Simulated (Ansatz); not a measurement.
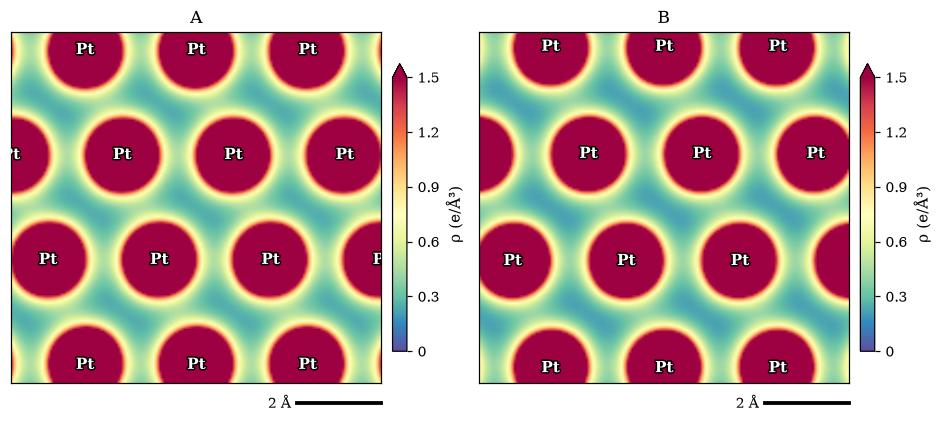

Pt. The valence pseudo-density of two cells that differ in size, on the (001) plane of each (indices in the axes of the calculation cell), at one length scale and on one colour scale; one has 14.3 and the other 15.2 Å³ an atom.

Space group Im-3m; a structure from a database of computed crystals, not necessarily the ambient phase.

The calculation used Kohn-Sham DFT of a periodic cell, PBEsol, Ansatz PAW (Ansatz 0.2.0).

Core electrons are frozen (PAW), and the valence fields are smoothed inside the atomic spheres.

The larger cell:

```cif
data_structure
_symmetry_space_group_name_H-M 'P 1'
_symmetry_Int_Tables_number 1
_cell_length_a 2.7025
_cell_length_b 2.7025
_cell_length_c 2.7025
_cell_angle_alpha 109.471
_cell_angle_beta 109.471
_cell_angle_gamma 109.471
_cell_volume 15.19
loop_
_atom_site_label
_atom_site_type_symbol
_atom_site_fract_x
_atom_site_fract_y
_atom_site_fract_z
_atom_site_occupancy
Pt1 Pt 0.00000 0.00000 0.00000 1
```

The smaller cell: a = 2.648 Å, b = 2.648 Å, c = 2.648 Å, α = 109.47°, β = 109.47°, γ = 109.47°.

Which is the denser cell? Describe the effect of the change.

Panel A is the smaller cell, by 6 % in volume. From the larger cell to the smaller, Pt–Pt goes from 2.70 to 2.65 Å, and the density at its midpoint from 0.42 to 0.47 e/Å³; the pressure goes from 0.0 to 20 GPa.
